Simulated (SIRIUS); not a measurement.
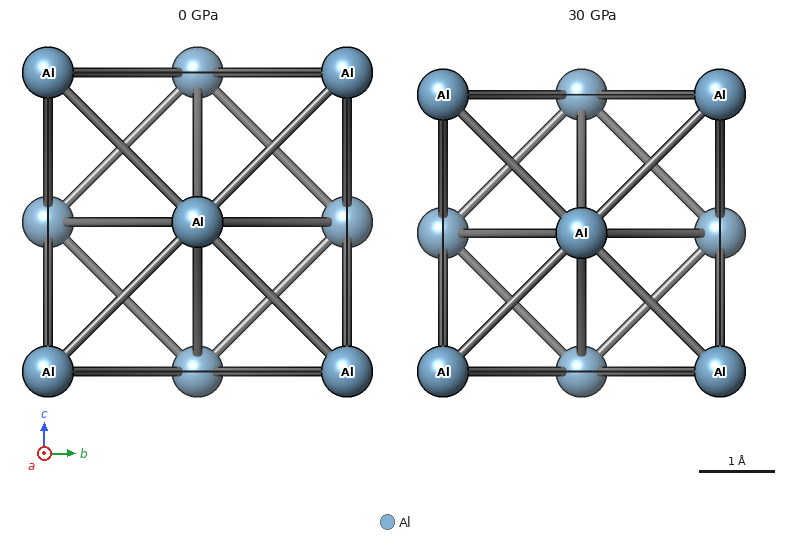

Crystalline Al (set up in Fm-3m), relaxed (cell and atoms) at several target pressures. The picture shows the first and the last member. Style: ball-and-stick. Shown: the conventional cell (4 times the calculation's cell), along the a axis. Lengths and directions refer to the drawn axes.

Computed with SIRIUS 7.12.0: PBE, dojo-sr-pbe-0.4.1-standard. Settings: plane-wave cutoff 557.3 eV; k-point mesh 11 × 11 × 11; occupations fermi-dirac; smearing width 0.05 eV; optimiser BFGS; no spin polarisation.

```json
{"pressure (GPa)": "0", "volume (Å³/atom)": "16.462", "a (Å)": "4.038"}
{"pressure (GPa)": "5", "volume (Å³/atom)": "15.574", "a (Å)": "3.964"}
{"pressure (GPa)": "10", "volume (Å³/atom)": "?", "a (Å)": "?"}
{"pressure (GPa)": "20", "volume (Å³/atom)": "13.859", "a (Å)": "3.813"}
{"pressure (GPa)": "30", "volume (Å³/atom)": "13.083", "a (Å)": "3.740"}
```

Question: One row is withheld. What does the calculation give there?

Answer: Murnaghan's form V = V₀(1 + B′P/B₀)^(−1/B′), with V₀ = 16.462 Å³ from the row at zero pressure, fits the other rows with B₀ = 81.7 GPa and B′ = 3.83 (largest miss 0.008 Å³). At 10 GPa it gives 16.462 × (1 + 3.83 × 10/81.7)^(−1/3.83) = 14.890 Å³ per atom. The calculation gives 14.885 Å³/atom (a = 3.905 Å). The estimate is 0.005 Å³/atom too high. From the first member to the last: Al–Al 2.855 → 2.645 Å.

The whole series:

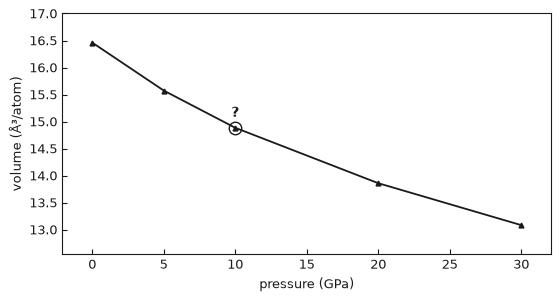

Each member starts from this one structure; whether another phase lies lower wasn't checked.
